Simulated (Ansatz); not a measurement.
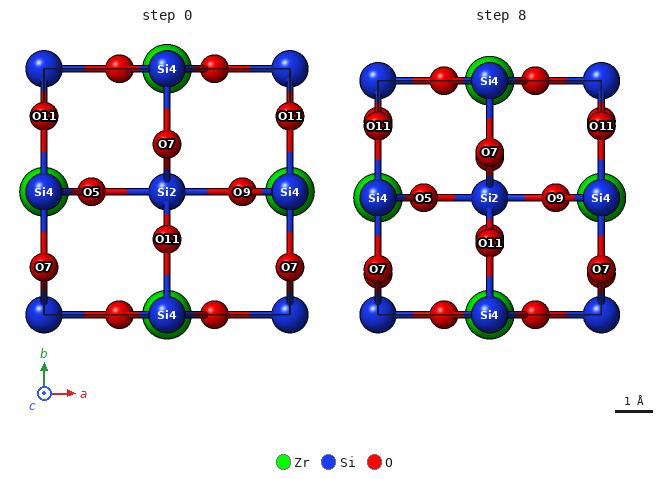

The structure of a crystal of ZrSi3O8 (a generated structure, set up in Cmmm) (coarse preliminary run) before (left) and after (right) a relaxation, at one scale.

Style: ball-and-stick. Shown: the conventional cell (2 times the calculation's cell), along the c axis. Lengths and directions refer to the drawn axes.

Method: Ansatz, DFT PBE, scalar-relativistic, plane waves, PAW. (plane-wave cutoff 420 eV; k-point mesh 4 × 4 × 4; occupations gaussian; smearing width 0.1 eV; no spin polarisation; cell and atoms relaxed; force threshold 0.04 eV/Å; at most 70 steps)

Question: What changed between the two?

Answer: The largest moves relative to the cell, 0.19 Å, are those of O atoms. Largest moves by element: O 0.19 Å, Si 0.08 Å. Zr stays in place. The drawn cell changes as follows: a 6.688 → 6.075 Å (−9.2 %), b 6.688 → 6.364 Å (−4.8 %), c 6.036 → 5.752 Å (−4.7 %); the volume changes by −17.6 %. Some distances before and after: O–Si 2.051 → 1.798 Å, O–Si 1.987 → 1.770 Å, O–Si 1.987 → 1.837 Å, O–Si 1.987 → 1.874 Å. Among the angles between lasting bonds that change: Si–O–Si 98.8° → 107.8°, O–Si–O 81.2° → 72.2°, O–Si–O 98.8° → 90.9°. The space group stays Cmmm (No. 65). After 6 accepted moves (8 points after the start) the energy has fallen by 393 meV per atom. Largest force component: 4.8 eV/Å at the start, 0.024 eV/Å at the end. Pressure: −24.19 GPa at the start and 0.08 GPa at the end. The SCF was repeated twice at an unchanged geometry on a basis and grid sized afresh for the cell, which shifted the energy by 3.4 meV per atom at most. Cost: 81 s on 1 thread of Arm Neoverse V2 (shared host), peak memory 0.44 GiB.
